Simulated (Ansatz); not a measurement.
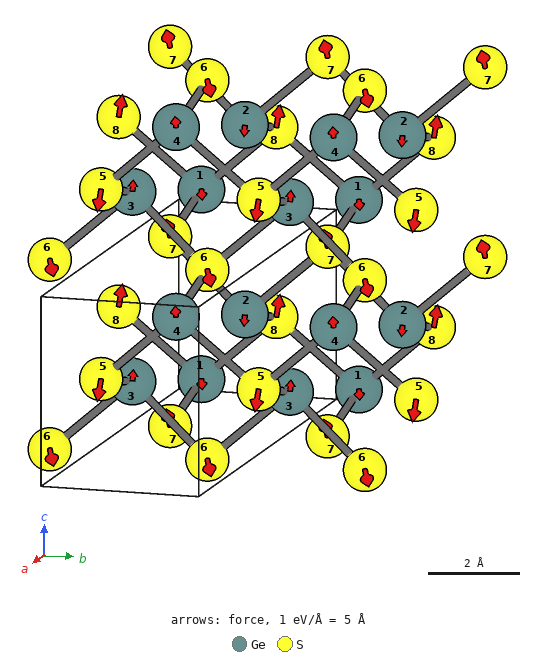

Starting geometry of crystalline GeS (set up in Pnma) with the computed forces as red arrows. The picture is a ball-and-stick view of the cell of the calculation, repeated 1 × 2 × 2 with one cell outlined, seen slightly off an axis.

Case: the database's cell, atoms relaxed.

Level of theory: Ansatz 0.2.0, DFT PBE+D3(BJ), scalar-relativistic, plane waves, PAW. Settings: plane-wave cutoff 420 eV; k-point mesh 4 × 8 × 6; occupations gaussian; smearing width 0.02 eV; no spin polarisation; atoms relaxed in a fixed cell; force threshold 0.01 eV/Å; at most 40 steps.

Question: What follows when this structure is relaxed?

Answer: It isn't relaxed: the largest force vector, on S atoms, is 0.11 eV/Å. The final displacements follow the starting forces only in part (cosine between the two patterns 0.58). Over 4 accepted moves (5 points after the start) the energy falls by 0.9 meV per atom. The largest force component goes from 0.094 to 0.00027 eV/Å. The line search rejected the trial step at point 1 of the run. The largest moves, 0.044 Å, are those of S5, S6, S7 and S8. S7 goes roughly along [1 0 3]. Largest moves by element: S 0.044 Å, Ge 0.023 Å. The cell stays as it was. Near-neighbour distances that change, for instance: Ge1–S8 2.438 → 2.448 Å, Ge1–S7 2.448 → 2.454 Å. The space group stays Pnma (No. 62).
